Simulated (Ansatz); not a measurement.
# Geometry relaxation of ZrS$_{2}$ (part 2 of 2)

Continued. System: ZrS$_{2}$ (P-3m1, 3 atoms in the cell). Method: DFT PBEsol, scalar-relativistic, plane waves, PAW, no spin polarisation (Ansatz 0.2.0); cutoff 420 eV, 12×12×6 k-mesh, Gaussian smearing of 0.02 eV. The structure derives from a Materials Project entry.

Geometry of the input (Å; fractional positions):
```
3.6914  0.0000  0.0000
-1.8457  3.1968  0.0000
0.0000  0.0000  6.0411
Zr 0.0000  0.0000  0.0000
S  0.6667  0.3333  0.7621
S  0.3333  0.6667  0.2379
```

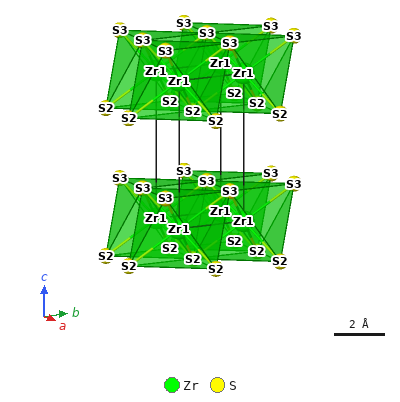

**Figure 1.** The geometry at step 3 of the log (polyhedral view of the cell of the calculation, seen slightly off an axis; polyhedra are completed across the faces of the cell; atoms are numbered from 1 in the order of the input).

## What the program printed, continued
```
relax step   6: F+E_penalty+E_count = -5903.15595278 eV  Δ(F+E_penalty+E_count) = -5.623e-6 eV  max|allowed force component| = 1.184e-4 eV/Å  Δτ_max = 0.0022 Å  P = +0.003 GPa  Ω = 67.080 Å³  energy of the carried Pulay correction = +3.652e-4 eV  (5 SCF iters, dr2 threshold 6.37e-9 eV, accepted)
Basis set: ecut = 420 eV, 1303 PW (Γ), exchange–correlation on 50×50×80 points (8 copies of the dense FFT grid, shifted against one another)
Initial wavefunctions: pseudopotential atomic-orbital guess (no wavefunctions were taken with the density)
iter 1 solved again at ethr=1.83e-7 eV; its pass at ethr=3.10e-3 eV (dr2=4.39e-5 eV) is discarded
SCF iter   1: F=—  HF=-5903.155603 eV  |F-HF|=—  |Δ(HF+E_count)|=         —  Δρ=3.97e-5  dr2=1.19e-7  ethr=1.83e-7  ⟨swp⟩=3.1  Hψ=12786  notcnv=0
preconditioner: auto → Resta (q_TF=auto, 2.299 Å⁻¹)  ε∞=6.3  [insulator: Δε(μ)=0.766 eV  Ē_g=7.868 eV  σ=0.020 eV  W_gap=1.00  n_scr=22 (ndim 8)  ℏωp=18.1 eV  f_vac=0.014  D(μ)=0.00/eV (n_scr^D=0)  ε∞_Penn≈6.3]
SCF iter   2: F=—  HF=-5903.155641 eV  |F-HF|=—  |Δ(HF+E_count)|=   3.81e-5  Δρ=2.08e-5  dr2=3.18e-8  ethr=4.97e-10  ⟨swp⟩=2.1  Hψ=2710  notcnv=0
SCF iter   3: F=—  HF=-5903.155641 eV  |F-HF|=—  |Δ(HF+E_count)|=   8.24e-8  Δρ=7.70e-7  dr2=2.78e-10  ethr=1.32e-10  ⟨swp⟩=2.8  Hψ=2711  notcnv=0
SCF iter   4: F=—  HF=-5903.155641 eV  |F-HF|=—  |Δ(HF+E_count)|=  2.46e-10  Δρ=2.25e-7  dr2=6.45e-11  ethr=1.00e-12  ⟨swp⟩=6.1  Hψ=7555  notcnv=0
SCF iter   5: F=-5903.155641 eV  HF=-5903.155641 eV  |F-HF|=6.37e-12  |Δ(HF+E_count)|=  7.09e-11  Δρ=7.05e-8  dr2=7.50e-12  ethr=1.00e-12  ⟨swp⟩=5.8  Hψ=6524  notcnv=0
SCF 7 converged in 5 iterations: F = -5903.155641 eV  dr2 = 7.50e-12
relax step   7: F+E_penalty+E_count = -5903.15564108 eV  Δ(F+E_penalty+E_count) = +3.117e-4 eV  max|allowed force component| = 6.752e-5 eV/Å  Δτ_max = 0.0000 Å  P = -0.000 GPa  Ω = 67.080 Å³  stress off target by 2.31e-3 GPa  SCF on the basis re-selected at this cell (its energy is not comparable with the rows above)  (5 SCF iters)
```

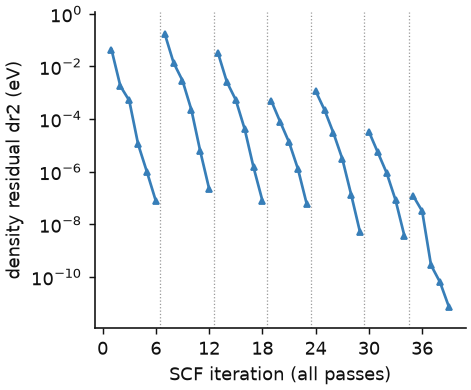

**Figure 2.** Convergence of the self-consistent field: density residual dr2 against the SCF iteration. The dotted lines part the SCF passes of the relaxation: geometry steps, rejected trials and re-solves on a re-selected basis. The 7 passes take 5 to 6 iterations each, 39 in all.

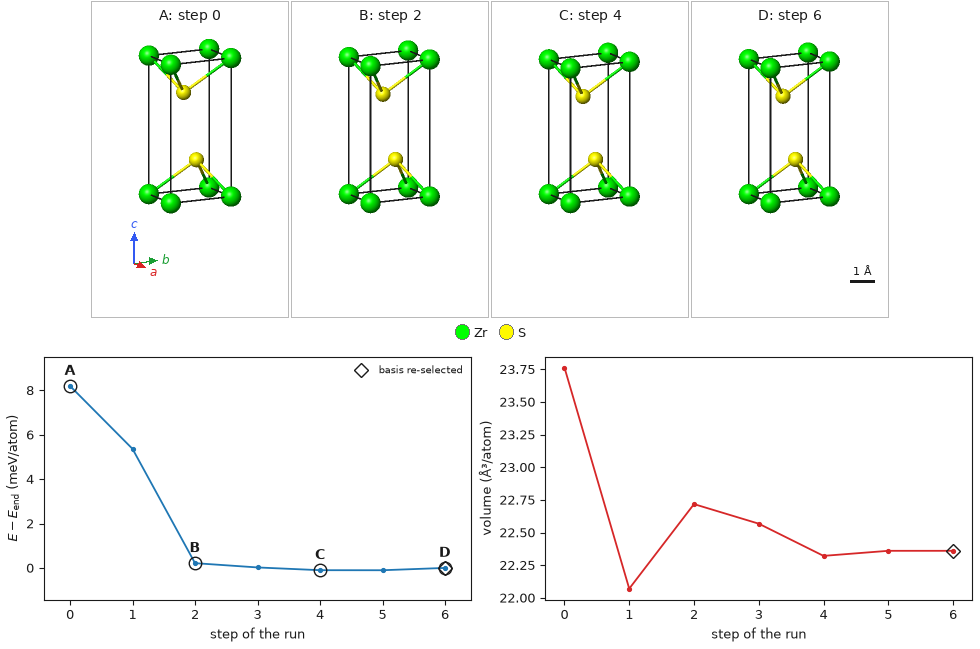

**Figure 3.** Frames of the relaxation (ball-and-stick view of the cell of the calculation, seen slightly off an axis) above the curves, on which the letters mark them (the first geometry is step 0 here and step 1 in the log).

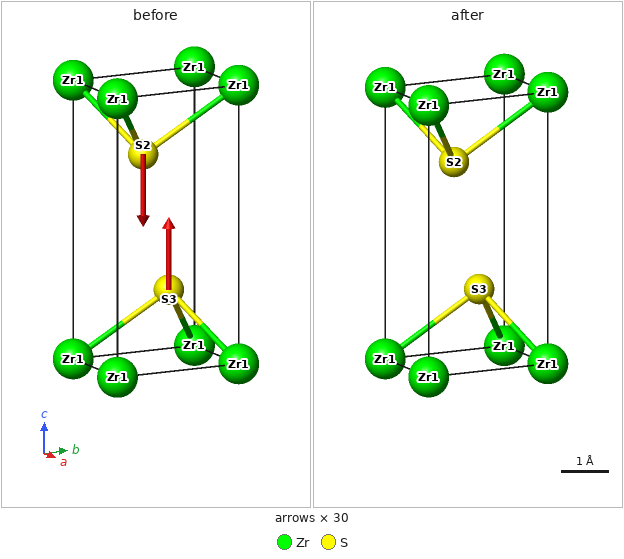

**Figure 4.** Before (left) and after (right) the relaxation, at one scale (ball-and-stick view of the cell of the calculation, seen slightly off an axis). The red arrows give the displacements (without the part carried along by the change of the cell), magnified 30 times. After 5 geometry steps the energy has fallen by 8.3 meV per atom. Largest force component: 0.15 eV/Å at the start, under 0.0001 eV/Å at the end. The pressure goes from −2.53 to 0.00 GPa. The largest moves relative to the cell, 0.053 Å, are those of S2 and S3. Zr stays in place. The volume changes by −5.9 %, with a = b 3.691 → 3.627 Å (−1.7 %), c 6.041 → 5.887 Å (−2.6 %). Among the contacts that change: Zr1–S2 2.571 → 2.549 Å. The space group stays P-3m1 (No. 164). A last SCF at the same geometry on a re-selected plane-wave basis shifts the energy by +0.1 meV per atom. (Atoms are counted from 1 in the order of the input.)

```
basis re-selected at this cell: Δ(F+E_penalty+E_count) = +3.117e-4 eV, ΔP = -0.003 GPa vs the last step (what re-selecting the basis moved, of the pressure what is left beyond the Pulay correction that the steps carried, after the strain that the cell walked since its last selection, with what the two solves' SCF thresholds leave and, on support functions, any second-order correction that the steps lacked; it is no measure of the basis error at this ecutwfc). The dense FFT grid was sized anew with the basis: this SCF ran on 25×25×40 points, the steps before it on 25×25×45, so part of this shift can come from that change (see relax.cell in the input reference). This SCF's stress stands 2.31e-3 GPa from its target on what of the cell is left free (relax.cell.stress_tol is 5.00e-2 GPa) and its largest allowed force component is 6.75e-5 eV/Å (relax.f_tol is 5.00e-3 eV/Å): within both
SCF converged after 5 iterations
Free energy (F): -5903.155641 eV
Harris-Foulkes:  -5903.155641 eV  (|F-HF|=6.37e-12)
Internal energy: -5903.155641 eV  (E = F + TS)
E sigma→0 (E₀):  -5903.155641 eV
Fermi energy:    7.581578 eV
--- Per-component energies (eV) ---
  E_band       = -162.138187
  E_kinetic    = 546.894178
  E_local      = -1300.126010  (includes V_loc(G=0)·N_el)
  E_nonlocal   = 136.709471
  E_hartree    = 455.578841
  E_xc         = -353.605928
  E_vxc        = -366.178292  (∫ρ·V_xc dr)
  E_paw        = -4067.743647  (= ΣΔE_a)
  E_vpaw       = -90.595301  (= ΣTr[D̂ρ^β])
  E_aug_tail   = 0.000025  (compensation charges beyond the density's cutoff)
  E_ewald      = -1321.152190
  E_core_change = 0.289619  (= ΣΔE_core)
  E_smearing   = -0.000000  (= −TS)
  E_closure    = 0.000000  (closes the sum)
  Σ components = -5903.155641   (vs F -5903.155641, Δ=0.00e0)
--- Forces (eV/Å), atoms counted from 1 ---
  atom   1  Zr     0.00000000     0.00000000     0.00000000
  atom   2  S      0.00000000    -0.00000000    -0.00006752
  atom   3  S     -0.00000000     0.00000000     0.00006752
  max |Σ_I F_I| component: 3.70e-17 eV/Å
--- Stress (GPa, compression-positive) ---
       -0.001206       0.000000       0.000000
        0.000000      -0.001206      -0.000000
        0.000000      -0.000000       0.002311
  P = ⅓ Tr σ = -0.0000 GPa (-0.000 kbar)
--- Band table (eV; the first three rows and the last of 100) ---
  k-point 0: bands = ["-41.6098", "-19.7283", "-19.5592", "-19.5592", "-5.6222", "-4.0700", "2.5909", "4.3599", "4.3599", "7.1206", "7.1206", "7.1734", "8.7171", "8.7171", "9.4358", "12.1254"]
  k-point 1: bands = ["-41.6098", "-19.7285", "-19.5592", "-19.5592", "-5.5673", "-4.1628", "2.7976", "4.3697", "4.3697", "6.7108", "7.0842", "7.0842", "8.7079", "8.7079", "9.6126", "12.2214"]
  k-point 2: bands = ["-41.6098", "-19.7288", "-19.5592", "-19.5592", "-5.4332", "-4.3696", "3.3243", "4.3897", "4.3897", "5.8227", "7.0128", "7.0128", "8.6890", "8.6890", "9.8099", "12.4238"]
  k-point 99: bands = ["-41.5842", "-19.7669", "-19.7669", "-19.6518", "-4.2445", "-4.2445", "3.5533", "3.5533", "4.0287", "5.0958", "5.3119", "5.3119", "9.5282", "10.0290", "10.0290", "12.8770"]
--- Relaxed structure (6 steps of the walk, 6 accepted, 1 SCFs on fresh bases) ---
  F+E_penalty+E_count = -5903.15564108 eV   max|allowed force component| = 6.752e-5 eV/Å   (the final SCF, on the basis selected at the relaxed cell)
  cell:  # Å, volume = 67.0797 Å³
    - [3.627372087893428, 0.0, 0.0]
    - [-1.813686043946714, 3.141396377094308, 7.919258674359315e-33]
    - [0.0, 1.4965085914151113e-32, 5.8867608630376385]
  atoms:
    - { symbol: Zr, position: [-4.620456264577817e-34, -1.9945687420876963e-34, -3.2944368572595385e-83] }
    - { symbol: S, position: [0.6666666666666666, 0.3333333333333334, 0.7531560872455161] }
    - { symbol: S, position: [0.3333333333333334, 0.6666666666666669, 0.24684391275448408] }
```

## Trajectory as extended XYZ (Å, eV, eV/Å), 7 frames, from step=1 to step=7
```
3
Lattice="3.6914 0.0000 0.0000 -1.8457 3.1968 0.0000 0.0000 0.0000 6.0411" Properties=species:S:1:pos:R:3:forces:R:3 step=1 energy=-5903.13106 pressure_GPa=-2.53
Zr    0.0000    0.0000    0.0000    0.0000   0.0000   0.0000
S     1.8457    1.0656    4.6038    0.0000   0.0000   0.1499
S     0.0000    2.1312    1.4372    0.0000   0.0000  -0.1499
3
Lattice="3.5723 0.0000 0.0000 -1.7861 3.0937 0.0000 0.0000 0.0000 5.9911" Properties=species:S:1:pos:R:3:forces:R:3 step=2 energy=-5903.13956 pressure_GPa=1.55
Zr    0.0000    0.0000    0.0000    0.0000   0.0000   0.0000
S     1.7861    1.0312    4.5108    0.0000   0.0000   0.0008
S     0.0000    2.0624    1.4803    0.0000   0.0000  -0.0008
3
Lattice="3.6288 0.0000 0.0000 -1.8144 3.1427 0.0000 0.0000 0.0000 5.9761" Properties=species:S:1:pos:R:3:forces:R:3 step=3 energy=-5903.15500 pressure_GPa=-0.18
Zr    0.0000    0.0000    0.0000    0.0000   0.0000   0.0000
S     1.8144    1.0476    4.5222    0.0000   0.0000   0.0078
S     0.0000    2.0951    1.4539    0.0000   0.0000  -0.0078
3
Lattice="3.6273 0.0000 0.0000 -1.8137 3.1414 0.0000 0.0000 0.0000 5.9415" Properties=species:S:1:pos:R:3:forces:R:3 step=4 energy=-5903.15557 pressure_GPa=-0.07
Zr    0.0000    0.0000    0.0000    0.0000   0.0000   0.0000
S     1.8137    1.0471    4.4878    0.0000   0.0000   0.0011
S     0.0000    2.0942    1.4538    0.0000   0.0000  -0.0011
3
Lattice="3.6270 0.0000 0.0000 -1.8135 3.1411 0.0000 0.0000 0.0000 5.8776" Properties=species:S:1:pos:R:3:forces:R:3 step=5 energy=-5903.15595 pressure_GPa=0.03
Zr    0.0000    0.0000    0.0000    0.0000   0.0000   0.0000
S     1.8135    1.0470    4.4246    0.0000   0.0000  -0.0016
S     0.0000    2.0941    1.4530    0.0000   0.0000   0.0016
3
Lattice="3.6274 0.0000 0.0000 -1.8137 3.1414 0.0000 0.0000 0.0000 5.8868" Properties=species:S:1:pos:R:3:forces:R:3 step=6 energy=-5903.15595 pressure_GPa=0.00
Zr    0.0000    0.0000    0.0000    0.0000   0.0000   0.0000
S     1.8137    1.0471    4.4337    0.0000   0.0000   0.0001
S     0.0000    2.0943    1.4531    0.0000   0.0000  -0.0001
3
Lattice="3.6274 0.0000 0.0000 -1.8137 3.1414 0.0000 0.0000 0.0000 5.8868" Properties=species:S:1:pos:R:3:forces:R:3 step=7 energy=-5903.15564 pressure_GPa=-0.00
Zr    0.0000    0.0000    0.0000    0.0000   0.0000   0.0000
S     1.8137    1.0471    4.4337    0.0000   0.0000  -0.0001
S     0.0000    2.0943    1.4531    0.0000   0.0000   0.0001
```
